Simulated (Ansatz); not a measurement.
Geometry relaxation of SiC (part 1 of 2)

- system: SiC (slab, 6 atoms in the cell)
- method: DFT, PBEsol, plane waves, PAW, no spin polarisation (Ansatz 0.2.0)

The structure derives from an entry of the Crystallography Open Database. The input holds or restrains some coordinates. Forces given for the steps count only the free coordinates.

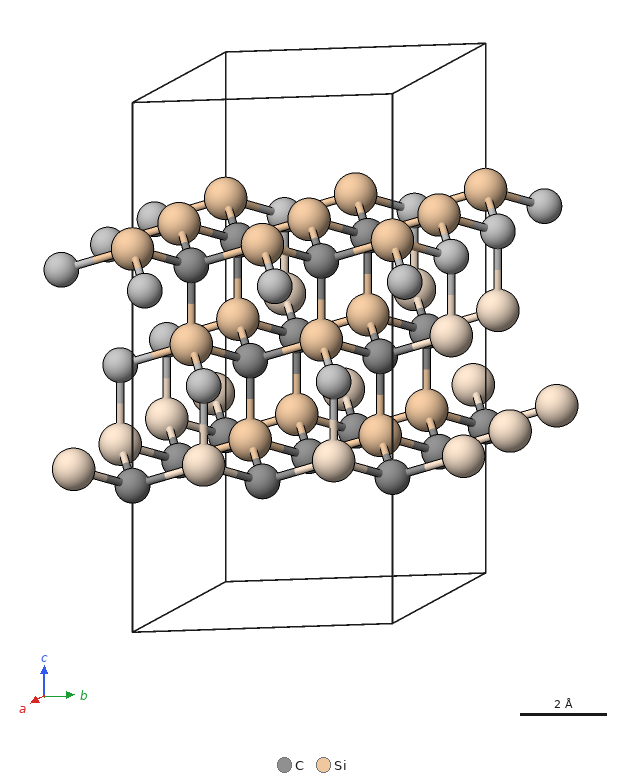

Fig. 1: The starting structure (ball-and-stick view of the 2 × 2 repeat of the cell, with the vacuum cut short, seen slightly off an axis; neighbours outside the cell are drawn fainter). An atom can appear more than once, as a periodic image. Near neighbours in the periodic cell (some may lie outside the picture): C has 3 Si at 1.89 Å; Si has 4 C at 1.89 Å; C has 4 Si at 1.89 Å; Si has 3 C at 1.89 Å.

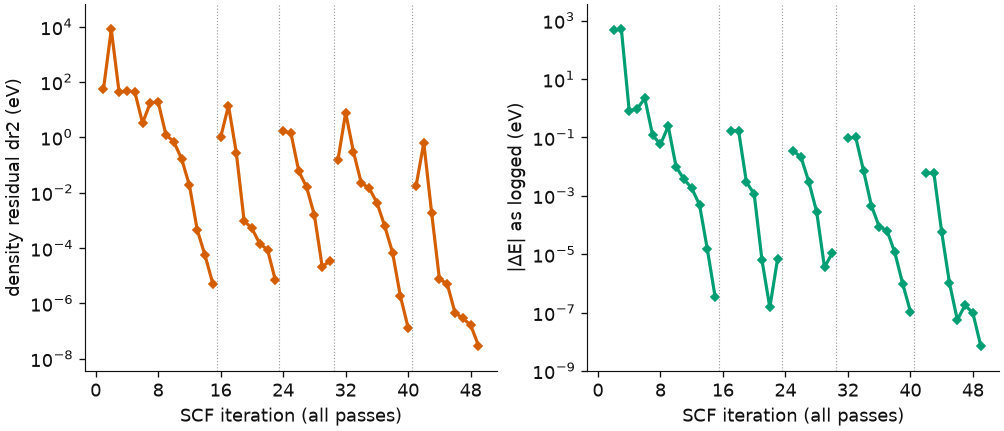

Fig. 2: Convergence of the self-consistent field: density residual dr2 and size of the energy change against the SCF iteration. The dotted lines part the SCF passes of the relaxation: geometry steps, rejected trials and re-solves on a re-selected basis. The 5 passes take 7 to 15 iterations each, 49 in all.

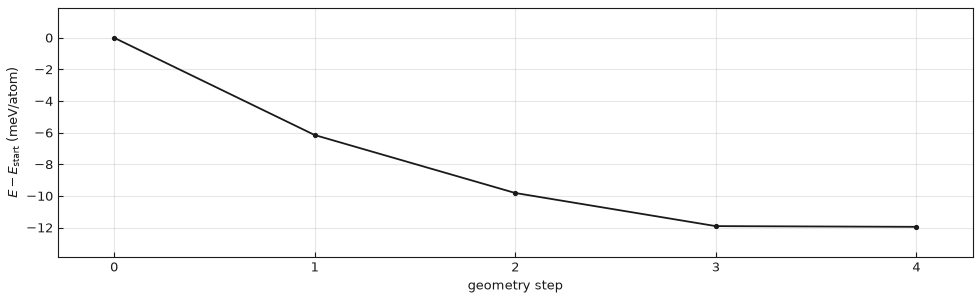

Fig. 3: Progress of the restrained relaxation, step by step (the first geometry is step 0 here and step 1 in the log).

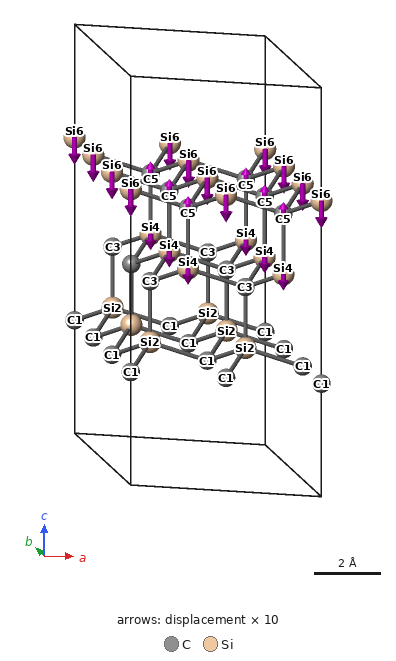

Fig. 4: The starting structure with the displacements as pink arrows, magnified 10 times (ball-and-stick view of the 2 × 3 repeat of the cell, with the vacuum cut short, seen slightly off an axis). After 4 geometry steps the energy has fallen by 12.0 meV per atom. The largest force component goes from 1.2 to 0.0097 eV/Å. The atom that moves furthest is Si6 (0.085 Å). Largest moves by element: Si 0.085 Å, C 0.036 Å. The cell stays as it was. Among the contacts that change: Si4–C5 1.886 → 1.973 Å, C5–Si6 1.886 → 1.850 Å, C3–Si4 1.886 → 1.870 Å. Among the angles that change: Si4–C5–Si6 109.5° → 105.9°, Si6–C5–Si6 109.5° → 112.8°, C5–Si6–C5 109.5° → 112.8°. (Atoms are counted from 1 in the order of the input.)

These pictures come from the run below.

**Input**
```yaml
crystal:
  lattice:
    - [3.0806203182, 0.0, 0.0]
    - [-1.5403101591, 2.667895455, 0.0]
    - [0.0, 0.0, 22.6594609031]
  atoms:
    - { symbol: C, position: [0.0, 0.0, 0.3751192509] }
    - { symbol: Si, position: [0.3333333333, 0.6666666667, 0.4028705285] }
    - { symbol: C, position: [0.3333333333, 0.6666666667, 0.4861243612] }
    - { symbol: Si, position: [0.6666666667, 0.3333333333, 0.5138756388] }
    - { symbol: C, position: [0.6666666667, 0.3333333333, 0.5971294715] }
    - { symbol: Si, position: [0.0, 0.0, 0.6248807491] }
basis:
  ecutwfc: 420
  xc_grid: 4
kpoints:
  mp_grid: { grid: [9, 9, 1] }
hamiltonian:
  xc: pbesol
scf:
  occupations: { method: gaussian, width: 0.05 }
  initial_density: { chi_scale: 0.0 }
output:
  forces: true
  eigenvalues: true
relax:
  adjacent_minimum: "off"
  f_tol: 0.03
  max_steps: 70
  constraints: [{ sites: [0, 1, 2] }]
efield:
  axis: 3
  dipole_correction: true
  ramp_width: 0.04
```

Run as:
```bash
ansatz run input.yaml --threads 2 --pin off --max-ram 5120MiB --backend cpu --events-out ev --progress --plain --runs-dir out
```

**The program's output**
```
Engine: ansatz 0.2.0, x86_64-unknown-linux-gnu
Pseudopotentials: kind: paw
Pseudopotential: C, paw, valence charge 4, recommended cutoff 420 eV (normal), C.paw.azcp
Pseudopotential: Si, paw, valence charge 4, recommended cutoff 420 eV (normal), Si.paw.azcp
Functional definition: PBEsol
  exchange = pbesol_x
  correlation = pbesol_c
Crystal: 6 atoms, lattice volume = 186.233 Å³
Basis set: ecut = 420 eV, 3603 PW (Γ), exchange–correlation on 96×96×640 points (64 copies of the dense FFT grid, shifted against one another)
Bands: 18, of which v1, the nominal top of the filled ones, is band 12 counted from 1 (11 counted from 0)
Symmetry: 6 space group operations
Space group: P3m1 (ITA 156), of the structure as read, at distance tolerance 5.7e-5 Å
k-points: 12 of 81 (time reversal used)
Non-local potential: C, projectors of the file, l = 0: 2, l = 1: 2, l = 2: 1
Non-local potential: Si, projectors of the file, l = 0: 2, l = 1: 2, l = 2: 2
PAW form: soft (Blöchl's): semilocal exchange-correlation on the pseudo side does not see the compensation charge
PAW frozen core: C, regenerated for the run's functional, and the local potential with it (the file was generated under x = pbe(κ = 0.804, μ = 0.2195149727645171), c = pbe(β = 0.06672455060314922))
PAW frozen core: Si, regenerated for the run's functional, and the local potential with it (the file was generated under x = pbe(κ = 0.804, μ = 0.2195149727645171), c = pbe(β = 0.06672455060314922))
PAW one-centre angular grid: C, 110 points (default); XC on 64 Gauss nodes
PAW one-centre angular grid: Si, 110 points (default); XC on 64 Gauss nodes
Initial density: superposition of atomic densities (chi_scale 0, normalization cell)
Initial wavefunctions: pseudopotential atomic-orbital guess
Functional: x = pbesol(κ = 0.804, μ = 0.12345679012345678), c = pbesol(β = 0.046)
SCF iter   1: F=—  HF=-2608.692278 eV  |F-HF|=—  |Δ(HF+E_count)|=         —  Δρ=9.03e-2  dr2=5.59e1  ethr=3.10e-3  p=0.001 e·Å  D=5.23e-4 V/Å  ΔV_dip=-0.01 eV  dr2_dipole=1.77e1  V_vac-E_F(+/−)=8.06/8.07 eV  ⟨swp⟩=9.7  Hψ=1720  notcnv=0  defer=4
efield: sawtooth ramp at fractional position 0.9800 (placed from the atoms, in the widest stretch of the axis that holds none; the zero of the levels goes with the place), width 0.0400; the density the first Hamiltonian is built on has a dipole p = 0.001 e·Å; the dipole correction subtracts the counter field D = 5.23e-4 V/Å, which shifts the + side's vacuum level by -0.01 eV against the − side's; the planar-averaged density in the ramp window peaks in size at 7.3e-8 e/Å³
preconditioner: auto → none  [insulator: Δε(μ)=2.235 eV  Ē_g=11.888 eV  σ=0.050 eV  W_gap=1.00  n_scr=12 (ndim 8)  ℏωp=13.3 eV  f_vac=0.565  D(μ)=0.00/eV (n_scr^D=0)  ε∞_Penn≈2.3]
SCF iter   2: F=—  HF=-3100.895878 eV  |F-HF|=—  |Δ(HF+E_count)|=    4.92e2  Δρ=2.90e-1  dr2=7.91e3  ethr=3.10e-3  p=3.021 e·Å  D=2.94e0 V/Å  ΔV_dip=-66.52 eV  dr2_dipole=6.63e3  V_vac-E_F(+/−)=-11.36/55.16 eV  ⟨swp⟩=29.7  Hψ=5721  notcnv=0  defer=51  recentre
preconditioner: auto → LDOS  [metal: Δε(μ)=0.035 eV  Ē_g=12.029 eV  σ=0.050 eV  W_gap=0.34  n_scr=12 (ndim 8)  ℏωp=13.2 eV  f_vac=0.581  D(μ)=4.38/eV (n_scr^D=14)  β→1.0]
SCF iter   3: F=—  HF=-2605.973760 eV  |F-HF|=—  |Δ(HF+E_count)|=    4.95e2  Δρ=7.37e-2  dr2=4.21e1  ethr=3.10e-3  p=0.059 e·Å  D=5.74e-2 V/Å  ΔV_dip=-1.30 eV  dr2_dipole=1.36e1  V_vac-E_F(+/−)=7.35/8.64 eV  ⟨swp⟩=13.4  Hψ=2426  notcnv=0  defer=25
SCF iter   4: F=—  HF=-2605.158829 eV  |F-HF|=—  |Δ(HF+E_count)|=   8.15e-1  Δρ=6.57e-2  dr2=4.66e1  ethr=3.10e-3  p=0.087 e·Å  D=8.46e-2 V/Å  ΔV_dip=-1.92 eV  dr2_dipole=1.67e1  V_vac-E_F(+/−)=7.68/9.62 eV  ⟨swp⟩=9.0  Hψ=734  notcnv=0  defer=24
SCF iter   5: F=—  HF=-2604.228372 eV  |F-HF|=—  |Δ(HF+E_count)|=   9.30e-1  Δρ=5.11e-2  dr2=4.47e1  ethr=3.10e-3  p=0.154 e·Å  D=1.50e-1 V/Å  ΔV_dip=-3.39 eV  dr2_dipole=1.84e1  V_vac-E_F(+/−)=5.77/9.17 eV  ⟨swp⟩=6.4  Hψ=692  notcnv=0  defer=19
SCF iter   6: F=—  HF=-2602.063055 eV  |F-HF|=—  |Δ(HF+E_count)|=    2.17e0  Δρ=2.04e-2  dr2=3.28e0  ethr=3.10e-3  p=0.196 e·Å  D=1.90e-1 V/Å  ΔV_dip=-4.32 eV  dr2_dipole=1.46e0  V_vac-E_F(+/−)=3.55/7.84 eV  ⟨swp⟩=8.1  Hψ=753  notcnv=0  defer=18
SCF iter   7: F=—  HF=-2602.180713 eV  |F-HF|=—  |Δ(HF+E_count)|=   1.18e-1  Δρ=2.49e-2  dr2=1.79e1  ethr=3.10e-3  p=0.137 e·Å  D=1.33e-1 V/Å  ΔV_dip=-3.01 eV  dr2_dipole=7.62e0  V_vac-E_F(+/−)=3.62/6.60 eV  ⟨swp⟩=7.1  Hψ=623  notcnv=0  defer=14  recentre
SCF iter   8: F=—  HF=-2602.123291 eV  |F-HF|=—  |Δ(HF+E_count)|=   5.74e-2  Δρ=2.38e-2  dr2=1.87e1  ethr=3.10e-3  p=0.131 e·Å  D=1.27e-1 V/Å  ΔV_dip=-2.88 eV  dr2_dipole=8.79e0  V_vac-E_F(+/−)=4.10/6.98 eV  ⟨swp⟩=6.0  Hψ=437  notcnv=0  defer=13
SCF iter   9: F=—  HF=-2601.882694 eV  |F-HF|=—  |Δ(HF+E_count)|=   2.41e-1  Δρ=7.14e-3  dr2=1.22e0  ethr=3.10e-3  p=0.119 e·Å  D=1.15e-1 V/Å  ΔV_dip=-2.61 eV  dr2_dipole=5.03e-1  V_vac-E_F(+/−)=4.04/6.64 eV  ⟨swp⟩=4.5  Hψ=397  notcnv=0  defer=12
SCF iter  10: F=—  HF=-2601.872844 eV  |F-HF|=—  |Δ(HF+E_count)|=   9.85e-3  Δρ=4.88e-3  dr2=7.05e-1  ethr=3.10e-3  p=0.107 e·Å  D=1.04e-1 V/Å  ΔV_dip=-2.35 eV  dr2_dipole=3.43e-1  V_vac-E_F(+/−)=4.32/6.66 eV  ⟨swp⟩=2.0  Hψ=227  notcnv=0  defer=14
SCF iter  11: F=—  HF=-2601.869146 eV  |F-HF|=—  |Δ(HF+E_count)|=   3.70e-3  Δρ=2.35e-3  dr2=1.66e-1  ethr=2.94e-3  p=0.100 e·Å  D=9.70e-2 V/Å  ΔV_dip=-2.20 eV  dr2_dipole=8.05e-2  V_vac-E_F(+/−)=4.41/6.60 eV  ⟨swp⟩=1.2  Hψ=224  notcnv=0  defer=12
SCF iter  12: F=—  HF=-2601.867323 eV  |F-HF|=—  |Δ(HF+E_count)|=   1.82e-3  Δρ=7.72e-4  dr2=1.87e-2  ethr=6.92e-4  p=0.096 e·Å  D=9.31e-2 V/Å  ΔV_dip=-2.11 eV  dr2_dipole=9.27e-3  V_vac-E_F(+/−)=4.44/6.55 eV  ⟨swp⟩=2.1  Hψ=256  notcnv=0  defer=13
SCF iter  13: F=—  HF=-2601.866831 eV  |F-HF|=—  |Δ(HF+E_count)|=   4.92e-4  Δρ=1.21e-4  dr2=4.52e-4  ethr=7.80e-5  p=0.094 e·Å  D=9.10e-2 V/Å  ΔV_dip=-2.06 eV  dr2_dipole=2.39e-4  V_vac-E_F(+/−)=4.46/6.52 eV  ⟨swp⟩=2.0  Hψ=297  notcnv=0  defer=13
SCF iter  14: F=—  HF=-2601.866816 eV  |F-HF|=—  |Δ(HF+E_count)|=   1.48e-5  Δρ=4.66e-5  dr2=5.44e-5  ethr=1.88e-6  p=0.093 e·Å  D=9.04e-2 V/Å  ΔV_dip=-2.05 eV  dr2_dipole=2.89e-5  V_vac-E_F(+/−)=4.46/6.51 eV  ⟨swp⟩=1.8  Hψ=255  notcnv=0  defer=13
SCF iter  15: F=-2601.866810 eV  HF=-2601.866817 eV  |F-HF|=6.81e-6  |Δ(HF+E_count)|=   3.42e-7  Δρ=1.65e-5  dr2=5.08e-6  ethr=9.38e-8  p=0.093 e·Å  D=9.02e-2 V/Å  ΔV_dip=-2.04 eV  dr2_dipole=2.07e-6  V_vac-E_F(+/−)=4.47/6.51 eV  ⟨swp⟩=24.8  Hψ=2658  notcnv=0
SCF 1 converged in 15 iterations: F = -2601.866810 eV  dr2 = 5.08e-6
  greatest PAW one-centre occupation: 0.664 electrons in one spin orbital (limit 2), on the C atom at site 0 (counted from 0), in its partial waves of l = 0
relax step   1: F+E_penalty+E_count = -2601.86681002 eV  Δ(F+E_penalty+E_count) = +0.000e0 eV  max|allowed force component| = 1.232e0 eV/Å  Δτ_max = 0.0000 Å  (15 SCF iters, dr2 threshold 2.25e-5 eV, accepted)
Initial density: handed on by an earlier stage of this run
Initial wavefunctions: those handed on with the density
SCF iter   1: F=—  HF=-2601.915156 eV  |F-HF|=—  |Δ(HF+E_count)|=         —  Δρ=5.90e-3  dr2=1.01e0  ethr=3.10e-3  p=0.093 e·Å  D=9.02e-2 V/Å  ΔV_dip=-2.04 eV  dr2_dipole=4.65e-1  V_vac-E_F(+/−)=4.46/6.51 eV  ⟨swp⟩=3.1  Hψ=532  notcnv=0  defer=15
efield: sawtooth ramp at fractional position 0.9800 (handed on by an earlier solve), width 0.0400; the density the first Hamiltonian is built on has a dipole p = 0.093 e·Å; the dipole correction subtracts the counter field D = 9.02e-2 V/Å, which shifts the + side's vacuum level by -2.04 eV against the − side's; the planar-averaged density in the ramp window peaks in size at 1.7e-7 e/Å³
preconditioner: auto → LDOS  [metal: Δε(μ)=0.038 eV  Ē_g=10.518 eV  σ=0.050 eV  W_gap=0.37  n_scr=12 (ndim 8)  ℏωp=13.3 eV  f_vac=0.579  D(μ)=2.83/eV (n_scr^D=10)  β→1.0]
SCF iter   2: F=—  HF=-2602.078679 eV  |F-HF|=—  |Δ(HF+E_count)|=   1.64e-1  Δρ=2.09e-2  dr2=1.40e1  ethr=3.10e-3  p=0.132 e·Å  D=1.28e-1 V/Å  ΔV_dip=-2.90 eV  dr2_dipole=6.60e0  V_vac-E_F(+/−)=3.74/6.64 eV  ⟨swp⟩=1.7  Hψ=328  notcnv=0  defer=17  recentre
SCF iter   3: F=—  HF=-2601.907798 eV  |F-HF|=—  |Δ(HF+E_count)|=   1.71e-1  Δρ=3.22e-3  dr2=2.82e-1  ethr=3.10e-3  p=0.096 e·Å  D=9.37e-2 V/Å  ΔV_dip=-2.12 eV  dr2_dipole=1.31e-1  V_vac-E_F(+/−)=4.39/6.52 eV  ⟨swp⟩=2.5  Hψ=282  notcnv=0  defer=15
SCF iter   4: F=—  HF=-2601.904840 eV  |F-HF|=—  |Δ(HF+E_count)|=   2.96e-3  Δρ=4.71e-4  dr2=9.67e-4  ethr=1.18e-3  p=0.100 e·Å  D=9.71e-2 V/Å  ΔV_dip=-2.20 eV  dr2_dipole=2.12e-4  V_vac-E_F(+/−)=4.34/6.54 eV  ⟨swp⟩=1.2  Hψ=297  notcnv=0  defer=15
SCF iter   5: F=—  HF=-2601.903704 eV  |F-HF|=—  |Δ(HF+E_count)|=   1.14e-3  Δρ=2.10e-4  dr2=5.11e-4  ethr=4.03e-6  p=0.100 e·Å  D=9.76e-2 V/Å  ΔV_dip=-2.21 eV  dr2_dipole=1.21e-4  V_vac-E_F(+/−)=4.34/6.55 eV  ⟨swp⟩=2.2  Hψ=402  notcnv=0  defer=15
SCF iter   6: F=—  HF=-2601.903698 eV  |F-HF|=—  |Δ(HF+E_count)|=   6.18e-6  Δρ=1.47e-4  dr2=1.45e-4  ethr=2.13e-6  p=0.100 e·Å  D=9.76e-2 V/Å  ΔV_dip=-2.21 eV  dr2_dipole=3.77e-5  V_vac-E_F(+/−)=4.34/6.55 eV  ⟨swp⟩=1.0  Hψ=202  notcnv=0  defer=15
SCF iter   7: F=-2601.903590 eV  HF=-2601.903697 eV  |F-HF|=1.08e-4  |Δ(HF+E_count)|=   1.49e-7  Δρ=8.93e-5  dr2=8.68e-5  ethr=3.96e-7  p=0.101 e·Å  D=9.78e-2 V/Å  ΔV_dip=-2.22 eV  dr2_dipole=3.75e-5  V_vac-E_F(+/−)=4.34/6.55 eV  ⟨swp⟩=13.0  Hψ=1460  notcnv=0
SCF iter   8: F=-2601.903697 eV  HF=-2601.903704 eV  |F-HF|=7.02e-6  |Δ(HF+E_count)|=   7.04e-6  Δρ=3.14e-5  dr2=6.91e-6  ethr=3.62e-7  p=0.101 e·Å  D=9.79e-2 V/Å  ΔV_dip=-2.22 eV  dr2_dipole=2.71e-6  V_vac-E_F(+/−)=4.34/6.55 eV  ⟨swp⟩=8.8  Hψ=996  notcnv=0
SCF 2 converged in 8 iterations: F = -2601.903697 eV  dr2 = 6.91e-6
  greatest PAW one-centre occupation: 0.663 electrons in one spin orbital (limit 2), on the C atom at site 0 (counted from 0), in its partial waves of l = 0
relax step   2: F+E_penalty+E_count = -2601.90369741 eV  Δ(F+E_penalty+E_count) = -3.689e-2 eV  max|allowed force component| = 8.982e-1 eV/Å  Δτ_max = 0.0423 Å  (8 SCF iters, dr2 threshold 9.49e-5 eV, accepted)
```
